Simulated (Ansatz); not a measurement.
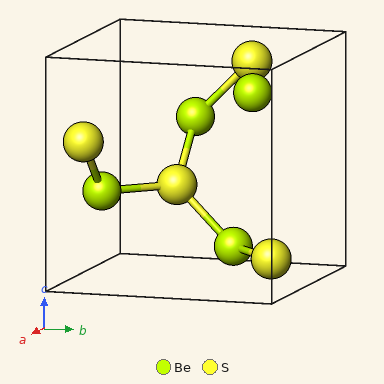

Ball-and-stick drawing of the structure, looking slightly off an axis. One conventional unit cell is framed, with atoms on its boundary repeated. Cell: a = 5.72 Å, b = 5.72 Å, c = 5.72 Å, α = 90.00°, β = 90.00°, γ = 90.00°.

Origin of the cell: a structure type filled with these elements by a generator (whether the compound takes this form wasn't checked). Earlier steps of the study may have refined or changed the cell and positions. Ansatz was used for an electronic-structure calculation on it.

**What can be read from this drawing?**

The formula is BeS. It belongs to space group P4_132 (No. 213) and has a primitive cubic lattice. Cell content 4 Be, 4 S; Z = 4. Each Be atom has three S in a trigonal planar arrangement at about 2.0 Å around it. The S atoms are each bonded to three Be in a trigonal planar arrangement at about 2.0 Å. The bonds build a three-dimensional framework.

Computational set-up: DFT PBE, scalar-relativistic, plane waves, PAW in Ansatz 0.2.0, wavefunction cutoff 420 eV, a 6×6×6 k-point grid, Gaussian smearing of 0.02 eV, no spin polarisation.

**Predict the gap.**

A semiconductor at this level, with a gap of 2.42 eV, indirect.

**State the Bader charges by element.**

Be +1.65 e; S -1.65 e.

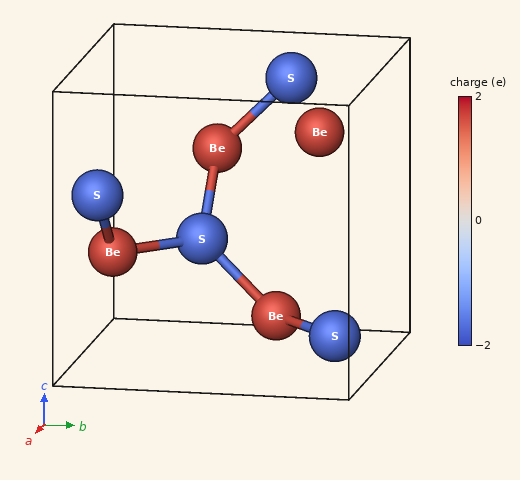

The atoms coloured by those charges. The run's cell of 8 atoms is drawn.

**Does the calculation find this structure at rest?**

Yes. All forces vanish to within 0.01 eV/Å. The pressure is 0.0 GPa, close to zero.
